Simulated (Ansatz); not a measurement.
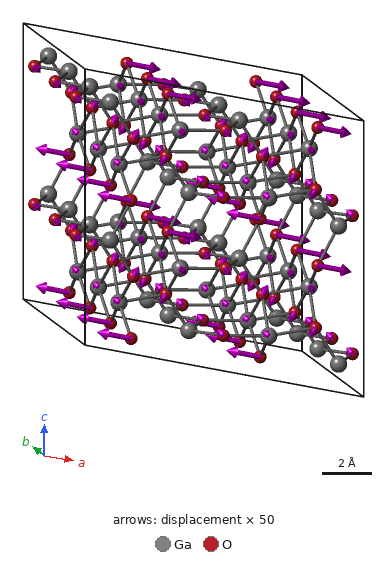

This is a relaxation of solid Ga$_{48}$O$_{72}$ (a generated structure, set up in C2/m). The starting structure is drawn; purple arrows show the displacements, magnified 50 times.

Style: ball-and-stick. Shown: the cell of the calculation, slightly off an axis.

All numbers below come from DFT, HSE06, PAW, plane waves in Ansatz 0.2.0. (plane-wave cutoff 420 eV; k-point mesh 1 × 1 × 1; mesh shifted by (0.25, 0.25, 0.25); no spin polarisation; atoms relaxed in a fixed cell; force threshold 0.03 eV/Å; at most 80 steps)

Q: What happened in the run?

A: Over 2 geometry steps the energy falls by 0.5 meV per atom. The largest force component goes from 0.16 to 0.027 eV/Å. The largest moves, 0.030 Å, are those of O atoms. By element the largest moves are O 0.030 Å, Ga 0.007 Å. The cell doesn't change. Near-neighbour distances that change, for instance: Ga–O 1.839 → 1.834 Å, Ga–O 1.873 → 1.869 Å. The space group stays C2/m (No. 12).
